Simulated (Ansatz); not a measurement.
**A series of single points on TiCo**

System: TiCo (2 atoms in the cell).
Method: Kohn-Sham DFT of a periodic cell, PBE, all-electron LAPW, scalar-relativistic, spin-polarised (Ansatz 0.2.0).

The 7 runs differ only in the geometry, by an even scaling of the cell at fixed fractional positions. The structure derives from a Materials Project entry.

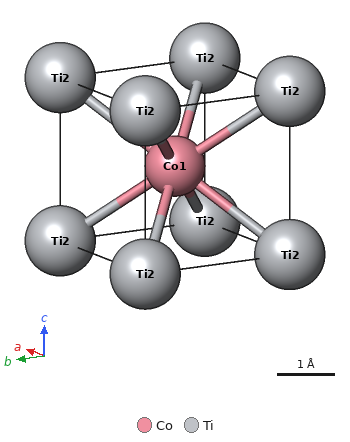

Figure 1. The structure of run 4 (ball-and-stick view of the cell of the calculation, seen at an oblique angle; atoms are numbered from 1 in the order of the input).

## Input of run 4
```yaml
crystal:
  lattice:
    - [2.98611099, 0.0, 0.0]
    - [0.0, 2.98611099, 0.0]
    - [0.0, 0.0, 2.98611099]
  atoms:
    - { symbol: Co, position: [0.5, 0.5, 0.5], spin: 2.0 }
    - { symbol: Ti, position: [0.0, 0.0, 0.0], spin: 1.0 }
kpoints:
  mp_grid: { grid: [9, 9, 9] }
scf:
  occupations: { method: fermi_dirac, width: 0.05 }
hamiltonian:
  xc: pbe
  pseudopotentials: { kind: all_electron, lapw: { basis_error: 0.0005 } }
magnetization:
  spin_polarized: true
output:
  forces: true
  stress: true
  eigenvalues: true
```

Command:
```bash
ansatz run input.yaml --threads 2 --pin off --max-ram 6144MiB --backend cpu --events-out ev --progress --plain --runs-dir out
```

Run 5 differs from it as follows:
```diff
-    - [2.98611099, 0.0, 0.0]
-    - [0.0, 2.98611099, 0.0]
-    - [0.0, 0.0, 2.98611099]
+    - [3.0058871358, 0.0, 0.0]
+    - [0.0, 3.0058871358, 0.0]
+    - [0.0, 0.0, 3.0058871358]
```

## Results, with one run withheld

| run | volume per atom (Å³) | free energy per atom, from the lowest run given (meV) | pressure (GPa) |
| --- | --- | --- | --- |
| 1 | 12.515 | 24.54 | 10.91 |
| 2 | 12.781 | 9.96 | 6.72 |
| 3 | 13.047 | 1.98 | 2.94 |
| 4 | 13.313 | 0.00 | −0.49 |
| 5 | 13.580 | ? | ? |
| 6 | 13.846 | 11.76 | −6.37 |
| 7 | 14.112 | 24.47 | −8.87 |

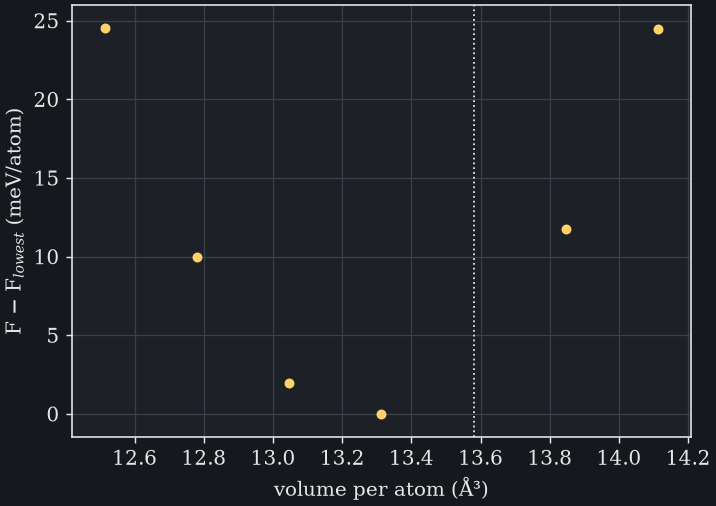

Figure 2. Free energy per atom of the runs given; the dotted line marks run 5.

Estimate the energy of run 5 from the others.

A cubic polynomial in V^(−2/3) (the Birch–Murnaghan form), fitted to the 6 runs given, misses them by at most 0.01 meV per atom. With x = V^(−2/3) − 0.17860 Å⁻², it reads F = −0.034001 + 212.98 x + 4.8234e+05 x² + 1.1846e+05 x³ (meV per atom). At run 5 it gives 3.44 meV per atom, and the run itself gives 3.44. The slope of the fit gives a pressure −dF/dV of −3.59 GPa there, and the run prints −3.59 GPa. The fit has its minimum at 13.273 Å³ per atom, where V d²F/dV² gives 165 GPa: the bulk modulus at this level, since symmetry fixes the shape and the positions.

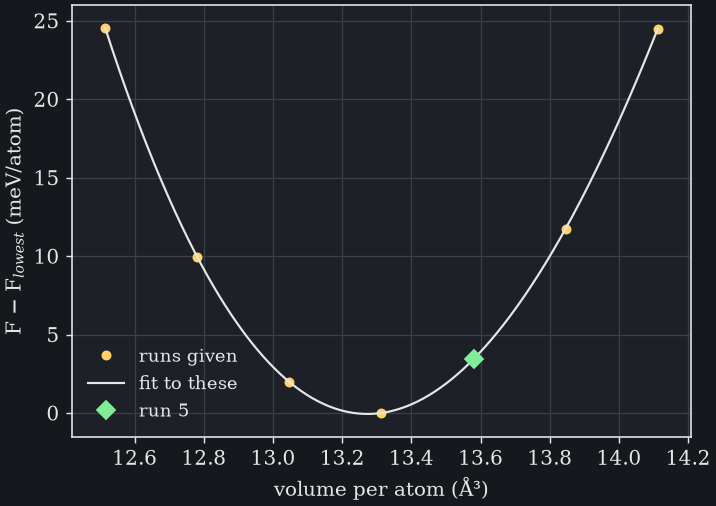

Figure 3. The fit and the withheld run.

## Output, shortened to warnings, some set-up lines, iterations and results (run 5)
```
Basis set: ecut = 296.5957613785198 eV, 305 PW (Γ), exchange–correlation at level 2
Symmetry: 48 space group operations
k-points: 35 of 729
Initial density: superposition of atomic densities (chi_scale 0.1, normalization cell)
[...]
SCF iter   1: F=—  HF=-61151.857148 eV  |F-HF|=—  |Δ(HF+E_count)|=         —  Δρ=4.93e-2 (↑4.85e-2 ↓4.93e-2)  dr2=8.08e-1  dr2_m=4.83e-1  M=0.872 μB ∫|m|=0.912 μB  β_m=0.30  …
SCF iter   2: F=—  HF=-61151.705370 eV  |F-HF|=—  |Δ(HF+E_count)|=   1.52e-1  Δρ=3.27e-2 (↑3.27e-2 ↓3.11e-2)  dr2=1.76e-1  dr2_m=2.28e-1  M=0.882 μB ∫|m|=0.960 μB  β_m=0.53  …
SCF iter   3: F=—  HF=-61151.915615 eV  |F-HF|=—  |Δ(HF+E_count)|=   2.10e-1  Δρ=2.66e-2 (↑1.91e-2 ↓2.66e-2)  dr2=7.76e-1  dr2_m=3.37e-2  M=0.658 μB ∫|m|=0.793 μB  β_m=0.43  …
SCF iter   4: F=—  HF=-61151.706718 eV  |F-HF|=—  |Δ(HF+E_count)|=   2.09e-1  Δρ=4.25e-3 (↑2.59e-3 ↓4.25e-3)  dr2=4.23e-3  dr2_m=1.24e-3  M=0.823 μB ∫|m|=1.007 μB  β_m=0.40  …
SCF iter   5: F=—  HF=-61151.712220 eV  |F-HF|=—  |Δ(HF+E_count)|=         —  Δρ=2.67e-3 (↑1.73e-3 ↓2.67e-3)  dr2=6.96e-4  dr2_m=9.31e-4  M=0.821 μB ∫|m|=1.016 μB  β_m=0.70  …
SCF iter   6: F=—  HF=-61151.719134 eV  |F-HF|=—  |Δ(HF+E_count)|=   6.91e-3  Δρ=1.35e-3 (↑6.28e-4 ↓1.35e-3)  dr2=2.46e-4  dr2_m=2.27e-4  M=0.844 μB ∫|m|=1.070 μB  β_m=0.85  …
SCF iter   7: F=—  HF=-61151.719776 eV  |F-HF|=—  |Δ(HF+E_count)|=   6.42e-4  Δρ=3.50e-4 (↑3.50e-4 ↓1.22e-4)  dr2=2.82e-5  dr2_m=1.32e-5  M=0.847 μB ∫|m|=1.103 μB  β_m=0.93  …
SCF iter   8: F=—  HF=-61151.719802 eV  |F-HF|=—  |Δ(HF+E_count)|=   2.55e-5  Δρ=1.37e-4 (↑7.68e-5 ↓1.37e-4)  dr2=1.30e-5  dr2_m=1.31e-6  M=0.849 μB ∫|m|=1.118 μB  β_m=0.96  …
SCF iter   9: F=—  HF=-61151.719808 eV  |F-HF|=—  |Δ(HF+E_count)|=   6.72e-6  Δρ=1.78e-5 (↑1.37e-5 ↓1.78e-5)  dr2=1.51e-8  dr2_m=6.07e-8  M=0.848 μB ∫|m|=1.117 μB  β_m=0.98  …
SCF iter  10: F=—  HF=-61151.719809 eV  |F-HF|=—  |Δ(HF+E_count)|=   2.32e-7  Δρ=4.19e-6 (↑1.10e-6 ↓4.19e-6)  dr2=5.59e-9  dr2_m=1.51e-9  M=0.848 μB ∫|m|=1.116 μB  β_m=0.99  …
SCF iter  11: F=—  HF=-61151.719809 eV  |F-HF|=—  |Δ(HF+E_count)|=   2.81e-9  Δρ=1.94e-6 (↑8.66e-7 ↓1.94e-6)  dr2=6.99e-10  dr2_m=4.61e-10  M=0.848 μB ∫|m|=1.116 μB  β_m=0.94 …
SCF iter  12: F=-61151.719809 eV  HF=-61151.719809 eV  |F-HF|=3.60e-9  |Δ(HF+E_count)|=  2.62e-10  Δρ=8.26e-7 (↑6.21e-7 ↓8.26e-7)  dr2=9.80e-10  dr2_m=3.46e-12  M=0.848 μB …
SCF 1 converged in 12 iterations: F = -61151.719809 eV  dr2 = 9.80e-10
SCF converged after 12 iterations
Magnetization: 0.8480 μB (14.9240 up, 14.0760 down)
Absolute magnetization: 1.1161 μB (∫|ρ↑−ρ↓|)
Spin contamination: 0.0864 ħ² per cell (⟨S²⟩ above its minimum at these occupations)
Per-site moments (μB) at R_I (Å): [(0.9740189922831846, 1.3063290731165635), (-0.05722451380349369, 1.296845508604757)]
Free energy (F): -61151.719809 eV
Harris-Foulkes:  -61151.719809 eV  (|F-HF|=3.60e-9)
Internal energy: -61151.702993 eV  (E = F + TS)
E sigma→0 (E₀):  -61151.711401 eV
Entropy (-TS):   -0.016816 eV (-8.408 meV/atom)
Fermi energy:    16.697179 eV
--- Per-component energies (eV) ---
  E_band       = -403.433198
  E_kinetic    = 61938.251808
  E_xc         = -2772.467692
  E_electrostatic = -120317.487110  (all electrons and nuclei)
  E_smearing   = -0.016816  (= −TS)
  E_closure    = 0.000000  (closes the sum)
  E_atoms      = -61135.910313  (free atoms, spherical and without spin; not in F)
  Σ components = -61151.719809   (vs F -61151.719809, Δ=0.00e0)
  Basis errors (estimates in eV, not in F): energy 1.1e-4 per atom: plane waves 8.4e-5 (4.3e-5 summed), levels above the bands 3.1e-66, relativity 6.3e-9, radial functions 2.6e-5, core shells 5.9e-7; eigenvalues (radial functions only) 8.3e-7; not estimated: angular momenta, meshes, grids; target …
--- Forces (eV/Å), atoms counted from 1 ---
  atom   1  Co     0.00000000     0.00000000    -0.00000000
  atom   2  Ti     0.00000000    -0.00000000    -0.00000000
  max |Σ_I F_I| component: 5.26e-31 eV/Å
--- Stress (GPa, compression-positive) ---
       -3.590886       0.000000       0.000000
        0.000000      -3.590886       0.000000
        0.000000       0.000000      -3.590886
  P = ⅓ Tr σ = -3.5909 GPa (-35.909 kbar)
```
